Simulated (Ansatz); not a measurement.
# CoSi2/Si/CoSi2: conductance against the thickness of the layer, part 3 of 6

Aim: the conductance of CoSi2/Si/CoSi2 junctions as the barrier thickens. Both electrodes are CoSi2 fluorite(111) turned by 180 degrees (type B); the barrier is Si diamond(111) (whole bilayers). In the first transport cell, after relaxation, the nearest pair of electrode and barrier is Si–Si at 2.39 Å, along the normal, at the lower face and Si–Si at 2.39 Å, along the normal, at the upper one. All share a net of side 3.829 Å, which strains the lower electrode by +1.0 % and the barrier by -1.0 %, against typed lattice constants near PBE's. The first steps treat the bulk electrodes alone.

Ansatz 0.2.0; PBE DFT, plane waves, PAW files (the session's first sound run).

So far. Step 3 (Relaxing the interfaces): The largest force component on a free atom ends at 0.011 eV/Å. The work functions of the outer faces are 5.25 and 5.25 eV.

### 4. T(E) of the junction

This step: PBE DFT, plane waves, PAW files; ballistic transmission by layer matching between semi-infinite leads (Ansatz 0.2.0).

System of this step: CoSi2/Si/CoSi2. The cell holds 58 atoms: 18 Co and 40 Si. Its edges and angles: a = 3.829 Å, b = 3.829 Å, c = 76.600 Å, α = 90.0°, β = 90.0°, γ = 120.0°. Regions: left electrode, 26 atoms (9 Co and 17 Si); barrier, 6 atoms (6 Si); right electrode, 26 atoms (17 Si and 9 Co). Vacuum lies along c.

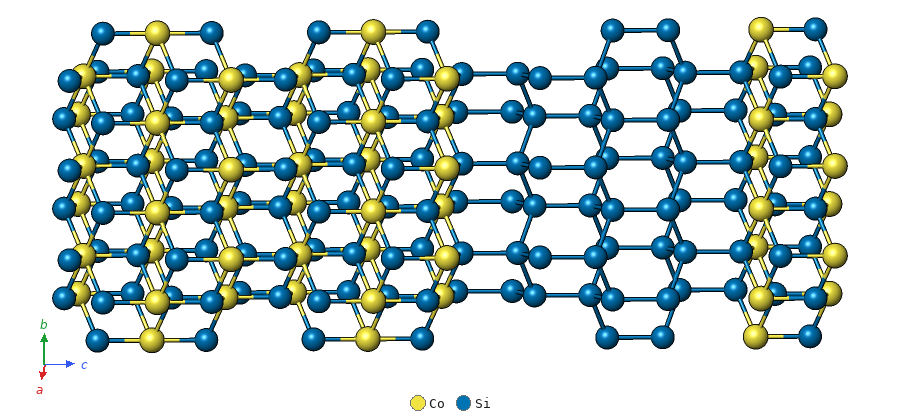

The cell of this step (cobalt yellow, silicon blue). Drawn is a stretch of 33 Å of the 63 Å that the atoms span along c, seen along the normal of the bc plane, with neighbouring cells across it.

The relaxed core is set between ideal electrode layers (this cell holds 6 atomic planes between the electrodes; where that differs from the relaxed slab, whole periods were copied in or cut out without a new relaxation), which the solver continues as semi-infinite leads. A wide energy window on a coarse mesh (12×12) shows where the Fermi level lies against the barrier's bands; the projected density of states shows how far the metals' states reach in.

input.yaml

```yaml
crystal:
  lattice:
    - [3.829, 0.0, 0.0]
    - [-1.9145, 3.3160112711, 0.0]
    - [0.0, 0.0, 76.5998279345]
  atoms:
    - { symbol: Co, position: [0.33333333, 0.66666667, 0.0913840173] }
    - { symbol: Si, position: [0.0, 0.0, 0.1011925091] }
    - { symbol: Si, position: [0.33333333, 0.66666667, 0.1216614942] }
    - { symbol: Co, position: [0.0, 0.0, 0.131469986] }
    - { symbol: Si, position: [0.66666667, 0.33333333, 0.1412784778] }
    - { symbol: Si, position: [0.0, 0.0, 0.1617474629] }
    - { symbol: Co, position: [0.66666667, 0.33333333, 0.1715559546] }
    - { symbol: Si, position: [0.33333333, 0.66666667, 0.1813644464] }
    - { symbol: Si, position: [0.66666667, 0.33333333, 0.2018334315] }
    - { symbol: Co, position: [0.33333333, 0.66666667, 0.2116419233] }
    - { symbol: Si, position: [0.0, 0.0, 0.2214504151] }
    - { symbol: Si, position: [0.33333333, 0.66666667, 0.2419194002] }
    - { symbol: Co, position: [0.0, 0.0, 0.251727892] }
    - { symbol: Si, position: [0.66666667, 0.33333333, 0.2615363838] }
    - { symbol: Si, position: [0.0, 0.0, 0.2820053689] }
    - { symbol: Co, position: [0.66666667, 0.33333333, 0.2918138607] }
    - { symbol: Si, position: [0.33333333, 0.66666667, 0.3016223525] }
    - { symbol: Si, position: [0.66666667, 0.33333333, 0.3220913376] }
    - { symbol: Co, position: [0.33333333, 0.66666667, 0.3318998294] }
    - { symbol: Si, position: [0.0, 0.0, 0.3417083212] }
    - { symbol: Si, position: [0.33333333, 0.66666667, 0.3621773063] }
    - { symbol: Co, position: [0.0, 0.0, 0.371985798] }
    - { symbol: Si, position: [0.66666667, 0.33333333, 0.3817942898] }
    - { symbol: Si, position: [0.0, 0.0, 0.4022632749] }
    - { symbol: Co, position: [0.66666667, 0.33333333, 0.4120717667] }
    - { symbol: Si, position: [0.33333333, 0.66666667, 0.4222436009] }
    - { symbol: Si, position: [0.33333333, 0.66666667, 0.4533926529] }
    - { symbol: Si, position: [0.66666667, 0.33333333, 0.4638109275] }
    - { symbol: Si, position: [0.66666667, 0.33333333, 0.4947593255] }
    - { symbol: Si, position: [0.0, 0.0, 0.5052405312] }
    - { symbol: Si, position: [0.0, 0.0, 0.5361889357] }
    - { symbol: Si, position: [0.33333333, 0.66666667, 0.5466072353] }
    - { symbol: Si, position: [0.33333333, 0.66666667, 0.5777563038] }
    - { symbol: Co, position: [0.0, 0.0, 0.5879282333] }
    - { symbol: Si, position: [0.66666667, 0.33333333, 0.5977367251] }
    - { symbol: Si, position: [0.0, 0.0, 0.6182057102] }
    - { symbol: Co, position: [0.66666667, 0.33333333, 0.628014202] }
    - { symbol: Si, position: [0.33333333, 0.66666667, 0.6378226937] }
    - { symbol: Si, position: [0.66666667, 0.33333333, 0.6582916788] }
    - { symbol: Co, position: [0.33333333, 0.66666667, 0.6681001706] }
    - { symbol: Si, position: [0.0, 0.0, 0.6779086624] }
    - { symbol: Si, position: [0.33333333, 0.66666667, 0.6983776475] }
    - { symbol: Co, position: [0.0, 0.0, 0.7081861393] }
    - { symbol: Si, position: [0.66666667, 0.33333333, 0.7179946311] }
    - { symbol: Si, position: [0.0, 0.0, 0.7384636162] }
    - { symbol: Co, position: [0.66666667, 0.33333333, 0.748272108] }
    - { symbol: Si, position: [0.33333333, 0.66666667, 0.7580805998] }
    - { symbol: Si, position: [0.66666667, 0.33333333, 0.7785495849] }
    - { symbol: Co, position: [0.33333333, 0.66666667, 0.7883580767] }
    - { symbol: Si, position: [0.0, 0.0, 0.7981665685] }
    - { symbol: Si, position: [0.33333333, 0.66666667, 0.8186355536] }
    - { symbol: Co, position: [0.0, 0.0, 0.8284440454] }
    - { symbol: Si, position: [0.66666667, 0.33333333, 0.8382525371] }
    - { symbol: Si, position: [0.0, 0.0, 0.8587215222] }
    - { symbol: Co, position: [0.66666667, 0.33333333, 0.868530014] }
    - { symbol: Si, position: [0.33333333, 0.66666667, 0.8783385058] }
    - { symbol: Si, position: [0.66666667, 0.33333333, 0.8988074909] }
    - { symbol: Co, position: [0.33333333, 0.66666667, 0.9086159827] }
kpoints:
  mp_grid: { grid: [8, 8, 1] }
scf:
  occupations: { method: fermi_dirac, width: 0.1 }
  max_iter: 150
hamiltonian:
  xc: pbe
output:
  transmission:
    kmesh: [12, 12]
    e_range: [-2.5, 2.5]
    de: 0.1
    leads: [[11, 14], [44, 47]]
  dos: { projected: true, e_range: [-6, 5], de: 0.05 }
  write_potential: true
  write_density: true
  volumetric_format: npy
  elf: true
```

Run with:

```sh
$ ansatz run input.yaml --threads 8 --pin off --max-ram 24576MiB --backend cpu --events-out ev --progress --plain --runs-dir out
```

Numbers of over 12 decimals in the logs are rounded to 6 here.

Log:

```text
Warning: the atoms were moved onto the symmetric positions of the space group found under crystal.symmetry.tolerance 1.0e-5 (fractional; no operation is sought that the atoms, as they stand in a round, miss by more than twice it, and no atom is moved by as much as it), and the run uses the moved positions. Before a round's move an operation carried an atom to 9.69e-6 Å from where it should land, the largest such dist [...]
[...]
Crystal: 58 atoms, lattice volume = 972.589 Å³
Basis set: ecut = 420 eV, 18965 PW (Γ)
Bands: 291, of which v1, the nominal top of the filled ones, is band 233 counted from 1 (232 counted from 0)
Symmetry: 12 space group operations
[...]
k-points: 10 of 64
[...]
SCF iter   1: F=—  HF=-117722.053716 eV  |F-HF|=—  |Δ(HF+E_count)|=         —  Δρ=8.94e-3  dr2=9.99e0  ethr=1.77e-3  ⟨swp⟩=8.4  Hψ=14932  notcnv=0  defer=112
[...]
SCF iter  13: F=-117721.955563 eV  HF=-117721.955563 eV  |F-HF|=3.14e-8  |Δ(HF+E_count)|=   2.04e-8  Δρ=6.81e-7  dr2=3.35e-8  ethr=2.15e-11  ⟨swp⟩=17.0  Hψ=11919  notcnv=0
SCF 1 converged in 13 iterations: F = -117721.955563 eV  dr2 = 3.35e-8
[...]
transmission: 149 of 1444 steps passed
transmission: 301 of 1444 steps passed
[...]
transmission: 1444 of 1444 steps passed
WARN: The output density's exchange-correlation potential varies sharply where the density is thin. Do not read a vacuum level from v_tot or v_xc, or from such a field of the output density. On a cell that repeats whose density bears no net charge and no dipole along the vacuum's axis use v_es (v_loc + v_h of the components); under efield.dipole_correction with no amplitude use v_es + v_field, which holds any externa [...]
SCF converged after 13 iterations
Free energy (F): -117721.955563 eV
[...]
Internal energy: -117721.141507 eV  (E = F + TS)
E sigma→0 (E₀):  -117721.548535 eV
Entropy (-TS):   -0.814056 eV (-14.035 meV/atom)
Fermi energy:    8.819434 eV
[...]
--- Band table (eV; the first three rows and the last of 10) ---
  k-point 0: bands = [... 229 lower, 10.2804, 10.2804, 10.5312, 10.5588, 10.5783, 10.7170, 10.7428, 10.7631, ... 54 higher]
  k-point 1: bands = [... 229 lower, 9.8736, 9.9717, 9.9784, 9.9932, 10.2422, 10.2478, 10.3330, 10.3372, ... 54 higher]
  k-point 2: bands = [... 229 lower, 9.0215, 9.0809, 9.3150, 9.3197, 9.4697, 9.5181, 9.6489, 9.6530, ... 54 higher]
  k-point 9: bands = [... 229 lower, 8.2550, 8.2585, 8.3169, 8.3170, 8.3350, 8.3361, 8.3692, 8.3695, ... 54 higher]
--- Transmission ---
  basis      : 109 plane waves across, 76 finite elements along
  points     : 19, standing for a mesh of 12 x 12
  energies   : 51 from -2.500000 to 2.500000 eV about the Fermi level, 0.100000 eV apart; the leads are filled to 0.000000 eV, and channels, transmission and decay are at 0.000000 eV
  crystal 0  : Si2Co1, at the sites [11, 14], period 3.0706 Å, over 25.59 Å; its Hamiltonian steps by up to 6.0 meV
    offset         : up to 0.0000 Å between an atom of the period and one for which it stands
    channels       : 1.270833e0 a spin
    conductance    : none, the energies end too early or step too widely for 300 K: set another output.transmission.e_range or a lower de, or, where they end at an eighth of basis.ecutwfc, a higher one
    slowest decay  : 0.1216 /Å at (0.4167, 0.0833)
[...]
channels       : 1.270833e0 a spin
[...]
slowest decay  : 0.1216 /Å at (0.4167, 0.0833)
  junction   : crystal 0 to crystal 1, 20.82 to 55.78 Å
    transmission   : 1.469691e-1 a spin
[...]
```

It took 2.4 min on 8 threads of Arm Neoverse V2, shared host; peak memory 12 GiB; 18 min of CPU time.

In the SCF lines HF is the Harris–Foulkes energy and dr2 the Hartree energy of the density residual, in eV; the loop may stop once dr2 is under the threshold and the program's other checks hold. Hψ counts applications of the Hamiltonian.

Numbers from this step:

| Property | Result |
| --- | --- |
| free energy | -117721.9556 eV |
| Fermi energy | 8.819 eV |
| level to which the leads are filled | 0 eV from the Fermi level |
| transmission at the Fermi level (a spin, zone mean) | 0.1470 |
| channels of the lower lead | 1.271 |
| channels of the upper lead | 1.271 |
| potential step in the lower lead | 6 meV |
| potential step in the upper lead | 6 meV |

One spin. Transmission, zone mean against energy, zero at the Fermi level:

```
energy (eV)  transmission, zone mean
      -2.50                    0.476
      -2.30                    0.622
      -2.10                    0.552
      -2.00                    0.613
      -1.70                    0.505
      -1.60                    0.652
      -1.30                    0.328
      -1.00                    0.319
      -0.60                   0.0800
      -0.20                    0.122
       0.00                    0.147
       0.20                    0.155
       0.50                    0.175
       0.60                    0.113
       1.00                    0.115
       1.30                   0.0716
       1.70                    0.122
       2.10                    0.508
       2.40                    0.835
       2.50                    0.806
```

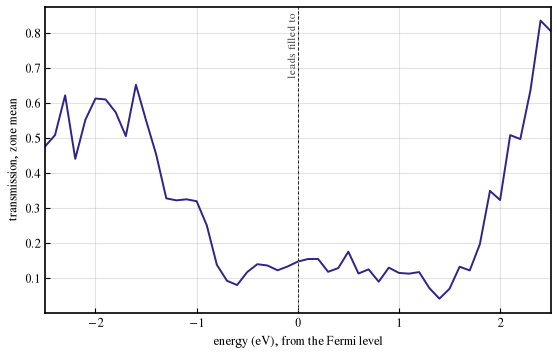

Transmission, zone mean against energy.

One spin. Open channels, zone mean, lower lead = upper lead against energy, zero at the Fermi level:

```
energy (eV)  open channels, zone mean, lower lead = upper lead
      -2.50                                               1.15
      -2.20                                               1.40
      -1.90                                               1.64
      -1.60                                               2.10
      -1.30                                               1.40
      -1.00                                               1.63
      -0.70                                               1.80
      -0.40                                               1.83
      -0.10                                               1.35
       0.00                                               1.27
       0.10                                               1.27
       0.40                                              0.979
       0.70                                              0.903
       1.00                                              0.556
       1.30                                              0.556
       1.60                                              0.799
       1.90                                               1.13
       2.20                                               1.63
       2.50                                               1.83
```

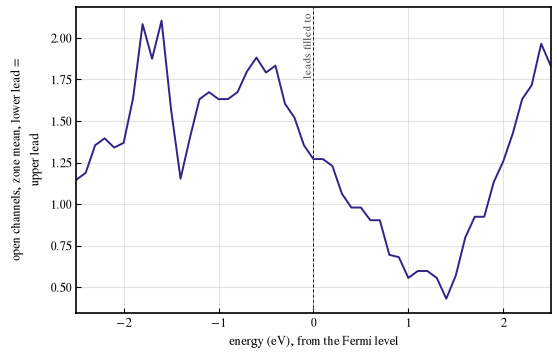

Open channels, zone mean, lower lead = upper lead against energy.

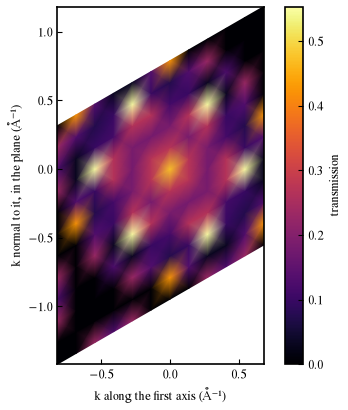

Transmission over k1 and k2. At 0.0000 eV from the Fermi level.

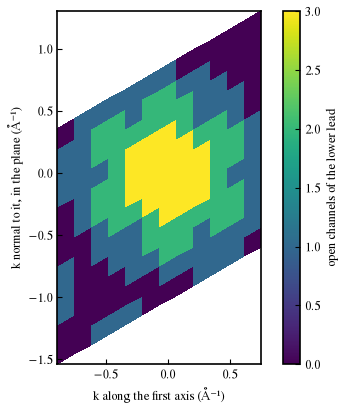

Open channels of the lower lead over k1 and k2. At 0.0000 eV from the Fermi level.

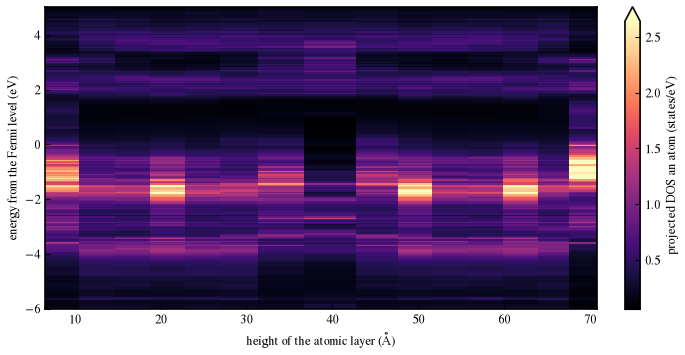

Projected DOS an atom over height of the atomic layer and energy from the Fermi level. Layers: Co Si Si Co Si Si Co Si Si Co Si Si Co Si Si Co Si Si Co Si Si Co Si Si Co Si Si Si Si Si Si Si Si Co Si Si Co Si Si Co Si Si Co Si Si Co Si Si Co Si Si Co Si Si Co Si Si Co; projections on atoms miss part of the total, and the computed bands can run out at the top of the range; a column is the mean of 4 neighbouring layers, the last of those left over.

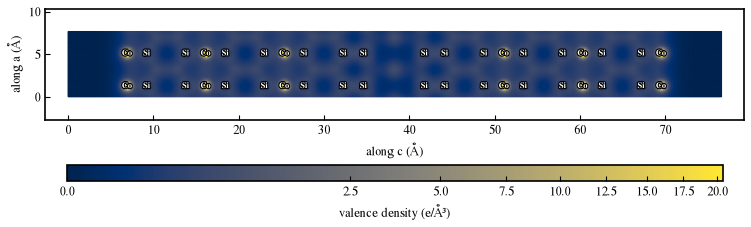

Valence density in the ca plane at fractional y = 0.667, with atoms of Co and Si within 0.2 Å of it. It is the smooth field of the valence electrons, not physical close to the nuclei. The colour scale is stretched toward low values.

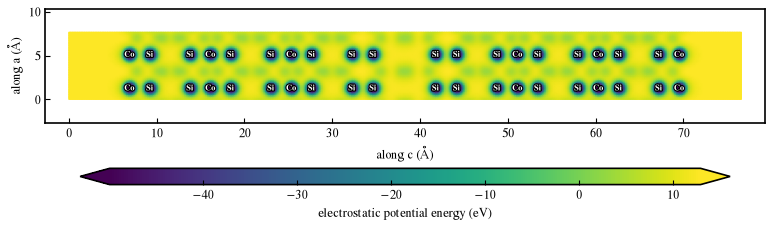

Electrostatic potential energy in the ca plane at fractional y = 0.667, with atoms of Co and Si within 0.2 Å of it. With pseudopotentials it is smooth inside the atoms' cores, unlike the true potential.

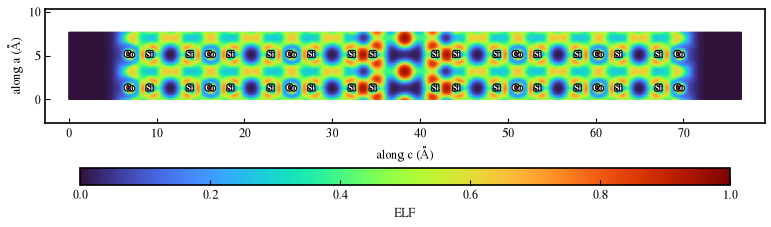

ELF in the ca plane at fractional y = 0.667, with atoms of Co and Si within 0.2 Å of it. It is the smooth field of the valence electrons, not physical close to the nuclei.

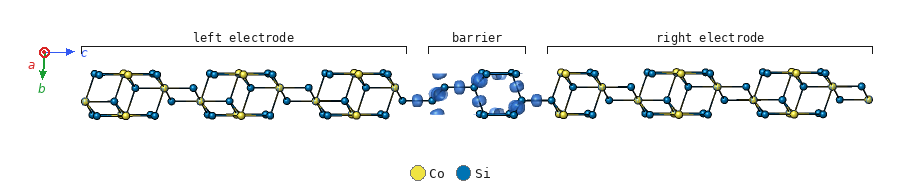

Surface of ELF = 0.85.

At the Fermi level the transmission is 0.15, as a zone mean for one spin on this coarse mesh. At the Fermi level the layers of this cell's barrier hold from 0.14 to 0.17 states an eV and atom: none is empty there, through tails of the electrodes' states or through bands of its own. In the worse lead the potential repeats within 6 meV, which the program lets pass.

[end of part 3 of 6]

[Logs are printed without paths, hosts, clocks, repeated set-up lines and the standing remarks that a program may print on its own settings, such as how far it seeks lower states.]

[Hosts, paths, dates, database ids (printed as entryN), source tags and the programs' standing remarks are cut or masked in the printed files.]
